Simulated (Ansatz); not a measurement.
Single-point calculation of MoS2

System: MoS2 (P6₃/mmc, 6 atoms in the cell).
Method: DFT PBE+D3(BJ), scalar-relativistic, plane waves, PAW, no spin polarisation (Ansatz 0.2.0).

The structure derives from a Materials Project entry. It belongs to a series of runs on one base structure; here: band edges sought over the zone. Figures and captions count atoms from 1; the log counts them from 0 in places.

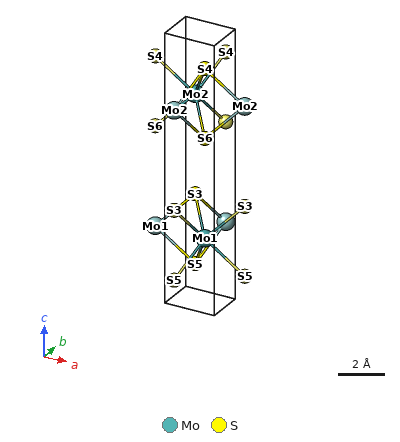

Figure 1. The input geometry (ball-and-stick view of the cell of the calculation, seen slightly off an axis; neighbours outside the cell are drawn fainter; atoms are numbered from 1 in the order of the input). An atom can appear more than once, as a periodic image.

### Results in brief

- outcome: converged
- space group (tolerance 0.01 Å): P6₃/mmc (194)
- electrons treated: 52
- free energy: −13528.0980 eV
- Fermi energy: 11.859 eV
- gap on the k-point mesh: 0.79 eV
- gap on the band path: 0.77 eV
- pressure: 0.00 GPa
- largest force (length of the vector): 0.001 eV/Å
- hardware: 4 threads of AMD EPYC (Zen 3), 32 GiB of memory available, shared host
- wall time: 4.7 s (CPU time 17 s)
- peak memory: 0.55 GiB

### Input
```yaml
crystal:
  lattice:
    - [3.1492766197, 0.0, 0.0]
    - [-1.5746383099, 2.7273535562, 0.0]
    - [0.0, 0.0, 12.0928266346]
  atoms:
    - { symbol: Mo, position: [0.6666666667, 0.3333333333, 0.25] }
    - { symbol: Mo, position: [0.3333333333, 0.6666666667, 0.75] }
    - { symbol: S, position: [0.3333333333, 0.6666666667, 0.3794859648] }
    - { symbol: S, position: [0.6666666667, 0.3333333333, 0.8794859648] }
    - { symbol: S, position: [0.3333333333, 0.6666666667, 0.1205140352] }
    - { symbol: S, position: [0.6666666667, 0.3333333333, 0.6205140351] }
basis:
  ecutwfc: 420
  xc_grid: 2
kpoints:
  mp_grid: { grid: [12, 12, 4] }
  band_path: { path: [VBM, CBM], npoints: 2 }
hamiltonian:
  xc: pbe
  dispersion: d3bj
scf:
  occupations: { method: gaussian, width: 0.01 }
output:
  forces: true
  stress: true
  eigenvalues: true
```

Launched with:
```bash
ansatz run input.yaml --threads 4 --pin off --max-ram 10240MiB --backend cpu --events-out ev --progress --plain --runs-dir out
```

### Log
```
Engine: ansatz 0.2.0, x86_64-unknown-linux-gnu
Pseudopotentials: kind: paw
Pseudopotential: Mo, paw, valence charge 14, recommended cutoff 420 eV (normal), Mo.paw.azcp
Pseudopotential: S, paw, valence charge 6, recommended cutoff 420 eV (normal), S.paw.azcp
Functional definition: PBE
  parameter kappa = 0.804
  parameter beta = 0.06672455060314922
  exchange = pbe_x(kappa = kappa, mu = beta*pi^2/3)
  correlation = pbe_c(beta = beta)
Crystal: 6 atoms, lattice volume = 103.868 Å³
Basis set: ecut = 420 eV, 2009 PW (Γ), exchange–correlation on 48×48×162 points (8 copies of the dense FFT grid, shifted against one another)
Bands: 32, of which v1, the nominal top of the filled ones, is band 26 counted from 1 (25 counted from 0)
Symmetry: 24 space group operations
Space group: P63/mmc (ITA 194), of the structure as read, at distance tolerance 4.7e-5 Å
k-points: 57 of 576
Non-local potential: Mo, projectors of the file, l = 0: 3, l = 1: 2, l = 2: 2, l = 3: 1
Non-local potential: S, projectors of the file, l = 0: 2, l = 1: 2, l = 2: 2
PAW form: soft (Blöchl's): semilocal exchange-correlation on the pseudo side does not see the compensation charge
PAW one-centre angular grid: Mo, 590 points (default); XC on 64 Gauss nodes
PAW one-centre angular grid: S, 110 points (default); XC on 64 Gauss nodes
Initial density: superposition of atomic densities (neutral atoms: chi_scale 0, normalization atom), corrected by the library's trained network
Initial wavefunctions: pseudopotential atomic-orbital guess
Functional: x = pbe(κ = 0.804, μ = 0.2195149727645171), c = pbe(β = 0.06672455060314922)
SCF iter   1: F=—  HF=-13528.085050 eV  |F-HF|=—  |Δ(HF+E_count)|=         —  Δρ=5.67e-3  dr2=9.18e-3  ethr=1.77e-3  ⟨swp⟩=7.1  Hψ=8115  notcnv=0
preconditioner: auto → Resta (q_TF=auto, 2.431 Å⁻¹)  ε∞=8.8  [insulator: Δε(μ)=0.789 eV  Ē_g=7.835 eV  σ=0.010 eV  W_gap=1.00  n_scr=26 (ndim 8)  ℏωp=21.9 eV  f_vac=0.010  D(μ)=0.00/eV (n_scr^D=0)  ε∞_Penn≈8.8]
SCF iter   2: F=—  HF=-13528.093369 eV  |F-HF|=—  |Δ(HF+E_count)|=   8.32e-3  Δρ=3.24e-3  dr2=2.57e-3  ethr=1.76e-5  ⟨swp⟩=2.0  Hψ=3539  notcnv=0  defer=85
SCF iter   3: F=—  HF=-13528.098149 eV  |F-HF|=—  |Δ(HF+E_count)|=   4.78e-3  Δρ=9.70e-4  dr2=1.97e-3  ethr=4.95e-6  ⟨swp⟩=2.1  Hψ=2870  notcnv=0  defer=85
SCF iter   4: F=—  HF=-13528.097999 eV  |F-HF|=—  |Δ(HF+E_count)|=   1.49e-4  Δρ=1.30e-4  dr2=2.19e-5  ethr=3.79e-6  ⟨swp⟩=2.0  Hψ=2572  notcnv=0  defer=85
SCF iter   5: F=—  HF=-13528.098025 eV  |F-HF|=—  |Δ(HF+E_count)|=   2.60e-5  Δρ=4.58e-5  dr2=1.53e-6  ethr=4.20e-8  ⟨swp⟩=2.0  Hψ=2555  notcnv=0  defer=85
SCF iter   6: F=—  HF=-13528.098027 eV  |F-HF|=—  |Δ(HF+E_count)|=   1.49e-6  Δρ=9.37e-6  dr2=1.17e-7  ethr=2.94e-9  ⟨swp⟩=2.0  Hψ=2585  notcnv=0  defer=85
SCF iter   7: F=-13528.098027 eV  HF=-13528.098027 eV  |F-HF|=2.59e-9  |Δ(HF+E_count)|=   5.91e-8  Δρ=1.93e-6  dr2=3.06e-9  ethr=1.92e-10  ⟨swp⟩=7.6  Hψ=6997  notcnv=0
SCF 1 converged in 7 iterations: F = -13528.098027 eV  dr2 = 3.06e-9
  greatest PAW one-centre occupation: 0.998 electrons in one spin orbital (limit 2), on the Mo atom at site 1 (counted from 0), in its partial waves of l = 0
NSCF: frozen V_eff on 28 k-points
NSCF: frozen V_eff on 28 k-points
NSCF: frozen V_eff on 15 k-points
NSCF: frozen V_eff on 11 k-points
NSCF: frozen V_eff on 10 k-points
NSCF: frozen V_eff on 8 k-points
NSCF: frozen V_eff on 16 k-points
NSCF: frozen V_eff on 7 k-points
NSCF: frozen V_eff on 11 k-points
NSCF: frozen V_eff on 5 k-points
NSCF: frozen V_eff on 3 k-points
SCF converged after 7 iterations
Free energy (F): -13528.098027 eV
Harris-Foulkes:  -13528.098027 eV  (|F-HF|=2.59e-9)
Internal energy: -13528.098027 eV  (E = F + TS)
E sigma→0 (E₀):  -13528.098027 eV
Fermi energy:    11.858712 eV
--- Per-component energies (eV) ---
  E_band       = -286.937461
  E_kinetic    = 1314.461233
  E_local      = -3762.719637  (includes V_loc(G=0)·N_el)
  E_nonlocal   = 398.550862
  E_hartree    = 1440.540791
  E_xc         = -758.059083
  E_vxc        = -811.466258  (∫ρ·V_xc dr)
  E_paw        = -8803.189644  (= ΣΔE_a)
  E_vpaw       = -306.845166  (= ΣTr[D̂ρ^β])
  E_aug_tail   = 0.000084  (compensation charges beyond the density's cutoff)
  E_ewald      = -3355.057505
  E_disp       = -2.625128  (pairwise vdW)
  E_smearing   = -0.000000  (= −TS)
  E_closure    = 0.000000  (closes the sum)
  Σ components = -13528.098027   (vs F -13528.098027, Δ=0.00e0)
--- Forces (eV/Å), atoms counted from 1 ---
  atom   1  Mo    -0.00000000    -0.00000000     0.00000000
  atom   2  Mo     0.00000000     0.00000000     0.00000000
  atom   3  S      0.00000000     0.00000000     0.00060774
  atom   4  S      0.00000000    -0.00000000     0.00060774
  atom   5  S      0.00000000    -0.00000000    -0.00060774
  atom   6  S     -0.00000000    -0.00000000    -0.00060774
  max |Σ_I F_I| component: 1.85e-17 eV/Å
--- Stress (GPa, compression-positive) ---
        0.000927       0.000000       0.000000
        0.000000       0.000927       0.000000
        0.000000       0.000000      -0.013252
  P = ⅓ Tr σ = -0.0038 GPa (-0.038 kbar)
--- Band table (eV; the first three rows and the last of 57) ---
  k-point 0: bands = ["-50.0861", "-50.0861", "-24.2473", "-24.2472", "-24.0030", "-24.0030", "-24.0030", "-24.0030", "-3.6671", "-3.3241", "-2.4668", "-1.9100", "4.3879", "5.5928", "7.7587", "8.1363", "8.1363", "8.1533", "8.1533", "9.2433", "9.2433", "9.3040", "9.3040", "10.1819", "10.3573", "11.4660", "13.5474", "13.5474", "13.5828", "13.5828", "13.6884", "13.6884"]
  k-point 1: bands = ["-50.0861", "-50.0861", "-24.2473", "-24.2472", "-24.0030", "-24.0030", "-24.0030", "-24.0030", "-3.6300", "-3.3953", "-2.3662", "-1.9805", "4.5228", "5.3433", "8.0887", "8.1387", "8.1387", "8.1507", "8.1507", "9.2522", "9.2522", "9.2951", "9.2951", "9.5602", "10.8292", "11.4025", "13.5473", "13.5473", "13.5664", "13.5664", "13.7317", "13.7317"]
  k-point 2: bands = ["-50.0861", "-50.0861", "-24.2472", "-24.2472", "-24.0030", "-24.0030", "-24.0030", "-24.0030", "-3.5276", "-3.5276", "-2.1605", "-2.1605", "4.8856", "4.8856", "8.1446", "8.1446", "8.1446", "8.1446", "8.7898", "8.7898", "9.2737", "9.2737", "9.2737", "9.2737", "11.1990", "11.1990", "13.5510", "13.5510", "13.5510", "13.5510", "13.8123", "13.8123"]
  k-point 56: bands = ["-50.0376", "-50.0376", "-24.3144", "-24.3144", "-24.2675", "-24.2675", "-24.1520", "-24.1520", "-1.2333", "-1.2333", "-1.2087", "-1.2087", "5.1909", "5.1909", "5.9812", "5.9812", "6.5777", "6.5777", "6.8848", "6.8848", "7.9958", "7.9958", "8.4962", "8.4962", "10.7084", "10.7084", "12.5256", "12.5256", "13.6810", "13.6810", "14.3354", "14.3354"]
```

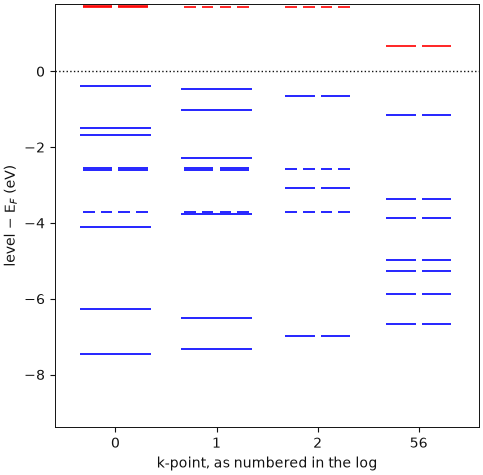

Figure 2. Kohn–Sham levels near the Fermi level (dotted) at the few k-points that the log prints; levels within 0.02 eV of each other stand side by side. Among these points the highest filled and lowest empty levels are 1.06 eV apart; the gap on the full mesh, 0.79 eV, has an edge at a point that isn't printed.
